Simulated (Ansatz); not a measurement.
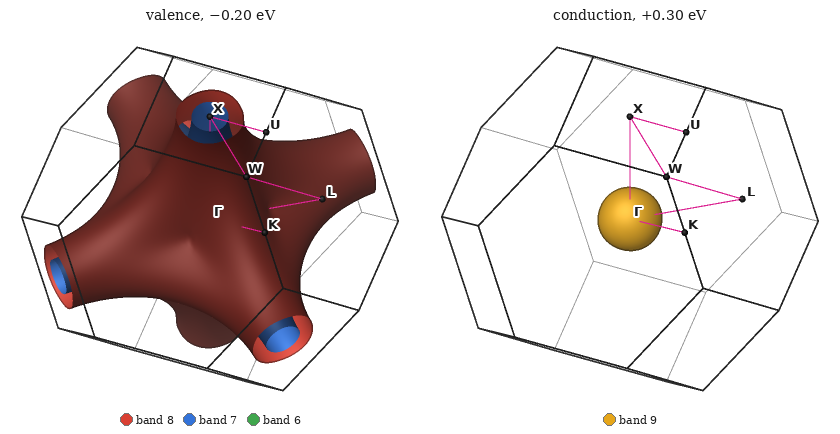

RbBr in space group Fm-3m: constant-energy surfaces at both band edges (energies from each edge).

These are results of DFT PBE, scalar-relativistic, plane waves, PAW; levels and slopes on a dense k mesh at the converged density (Ansatz 0.2.0), not measurements. No spin polarisation. Mesh 30×30×30, interpolated with the band slopes. Unrelaxed database geometry.

Masses come from a second pass at points close to the extrema; at the energies drawn a band may no longer be parabolic.

What kind of gap has this crystal, and what size does the calculation give?

Answer. The gap is direct, 4.37 eV at this level of theory, which underestimates gaps and can reorder valleys that lie close.

Give the valleys and their effective masses.

Answer. Valence band (extrema up to 0.20 eV from the edge): one maximum at Γ, three bands meeting there, with masses of 0.56 and 5.40 mₑ among them, each the same along x, y and z. Band 8 forms the valence edge; band 7 meets it there and band 6 meets it there. The surfaces also take in X, where this band lies 0.16 eV below its edge.
Conduction band (extrema up to 0.30 eV from the edge): one minimum at Γ, mass 0.37 mₑ in all directions. Band 9 forms the conduction edge.

Where one band's surface lies inside another's, the outer one hides all or part of it.

Spin-orbit coupling, left out here, can change the gap, its kind, the place of the band edges and the masses, since the compound holds Rb and Br.

Cost: 42 s on 1 thread of Arm Neoverse V1, with other jobs on the host, peak memory 0.65 GiB.
